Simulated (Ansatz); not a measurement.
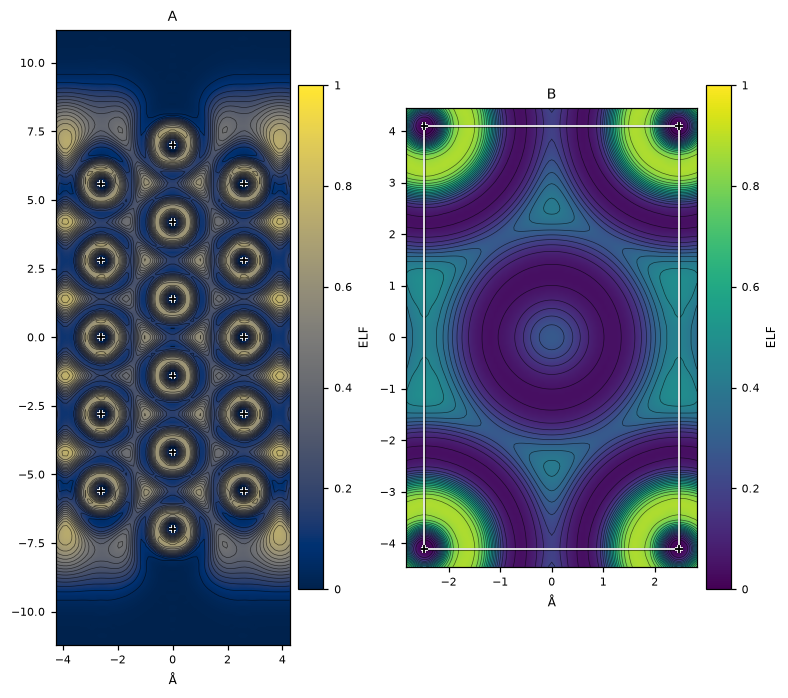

The ELF of 2 systems, each on a plane through atoms (crosses mark nuclei in the plane).

Method: DFT PBEsol, scalar-relativistic, plane waves, PAW in Ansatz 0.2.0.

System 1: Rb, the (010) plane of the conventional cell. Space group P6₃/mmc; a structure from a database of computed crystals, not necessarily the ambient phase.

System 2: Ti (slab), the (110) plane of the calculation cell, a cut from vacuum to vacuum. Changed on purpose from its base cell (repeats removed: -2); not relaxed (largest force 1.1 eV/Å); computed without spin polarisation.

```cif
data_structure
_symmetry_space_group_name_H-M 'P 1'
_symmetry_Int_Tables_number 1
_cell_length_a 4.5153
_cell_length_b 4.5153
_cell_length_c 28.9940
_cell_angle_alpha 90.000
_cell_angle_beta 90.000
_cell_angle_gamma 120.000
_cell_volume 511.93
loop_
_atom_site_label
_atom_site_type_symbol
_atom_site_fract_x
_atom_site_fract_y
_atom_site_fract_z
_atom_site_occupancy
Ti1 Ti 0.00000 0.00000 0.25867 1
Ti2 Ti 0.33333 0.66667 0.30694 1
Ti3 Ti 0.66667 0.33333 0.30694 1
Ti4 Ti 0.00000 0.00000 0.35520 1
Ti5 Ti 0.33333 0.66667 0.40347 1
Ti6 Ti 0.66667 0.33333 0.40347 1
Ti7 Ti 0.00000 0.00000 0.45173 1
Ti8 Ti 0.33333 0.66667 0.50000 1
Ti9 Ti 0.66667 0.33333 0.50000 1
Ti10 Ti 0.00000 0.00000 0.54827 1
Ti11 Ti 0.33333 0.66667 0.59653 1
Ti12 Ti 0.66667 0.33333 0.59653 1
Ti13 Ti 0.00000 0.00000 0.64480 1
Ti14 Ti 0.33333 0.66667 0.69306 1
Ti15 Ti 0.66667 0.33333 0.69306 1
Ti16 Ti 0.00000 0.00000 0.74133 1
```

Match each panel to its system.

Answer. Panel A is system 2, Ti: the plane holds Ti. Ti–Ti (2.80 Å): the ELF is about 0.20 at the midpoint (no shared electron pair shows on this line). Panel B is system 1, Rb: the plane holds Rb. Rb–Rb (4.94 Å): the ELF is about 0.20 at the midpoint (no shared electron pair shows on this line).
